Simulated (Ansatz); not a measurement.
Input file:

```
crystal:
  lattice:
    - [5.5685301797, 0.0, 0.0]
    - [0.0, 5.5685301797, 0.0]
    - [0.0, 0.0, 3.0072211956]
  atoms:
    - { symbol: Ga, position: [0.6701335156, 0.6701335156, 0.5] }
    - { symbol: Ga, position: [0.1701335156, 0.8298664844, 0.25] }
    - { symbol: Ga, position: [0.3298664844, 0.3298664844, 0.0] }
    - { symbol: Ga, position: [0.8298664844, 0.1701335156, 0.75] }
    - { symbol: "N", position: [0.832531596, 0.832531596, 0.0] }
    - { symbol: "N", position: [0.332531596, 0.667468404, 0.75] }
    - { symbol: "N", position: [0.167468404, 0.167468404, 0.5] }
    - { symbol: "N", position: [0.667468404, 0.332531596, 0.25] }
basis:
  ecutwfc: 420
kpoints:
  mp_grid: { grid: [6, 6, 10] }
  band_path:
    path:
      - [[0.0, 0.0, 0.0], [0.0, 0.5, 0.0], [0.5, 0.5, 0.0], [0.0, 0.0, 0.0], [0.0, 0.0, 0.5], [0.0, 0.5, 0.5], [0.5, 0.5, 0.5], [0.0, 0.0, 0.5]]
      - [[0.0, 0.5, 0.0], [0.0, 0.5, 0.5]]
      - [[0.5, 0.5, 0.0], [0.5, 0.5, 0.5]]
    npoints: 14
hamiltonian:
  xc: pbe
scf:
  occupations: { method: gaussian, width: 0.02 }
  n_extra_bands: 20
output:
  forces: true
  stress: true
  eigenvalues: true
  populations: true
  dos: { projected: true, de: 0.02, nscf_kmesh: { grid: [9, 9, 15] } }
  bader: true
  write_density: true
  write_potential: true
  elf: true
  volumetric_format: npy
```

Command:

```sh
ansatz run input.yaml --threads 1 --pin off --max-ram 2560MiB --backend cpu --events-out ev --progress --plain --runs-dir out
```

Below, planes, directions and counts refer to the conventional cell (a = 5.57 Å, b = 5.57 Å, c = 3.01 Å, α = 90.00°, β = 90.00°, γ = 90.00°).

Space group P4₁2₁2; a structure generated by program, which may or may not match a known phase.

Computed with DFT PBE, scalar-relativistic, plane waves, PAW (Ansatz).

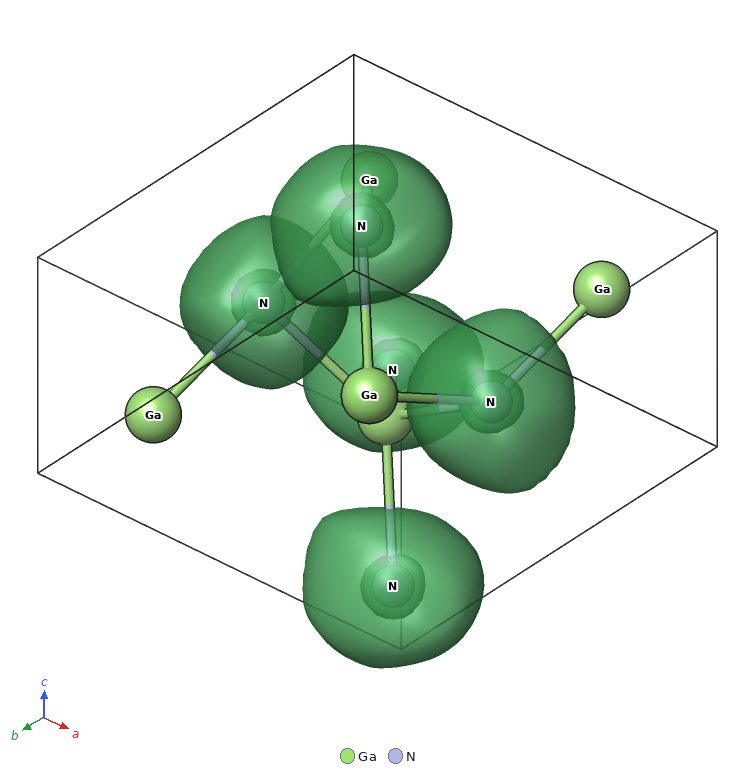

GaN. Isosurface of the ELF at 0.6 (green), seen at an oblique angle. Core shells and regions of very low density are left out. Sticks mark near contacts.

Describe the localisation domains.

Answer. At this value the surface marks out four regions wrapped around N (the valence shell of each), counted in one cell of 8 atoms. Regions shared between cells count once. Along the contacts the grid gives the following. Ga–N (1.97 Å): the ELF peaks at about 0.85 in the valence shell of N, 0.7 Å from its nucleus, and is about 0.45 at the midpoint. Ga–N (2.02 Å): the ELF peaks at about 0.85 in the valence shell of N, 0.7 Å from its nucleus, and is about 0.45 at the midpoint.
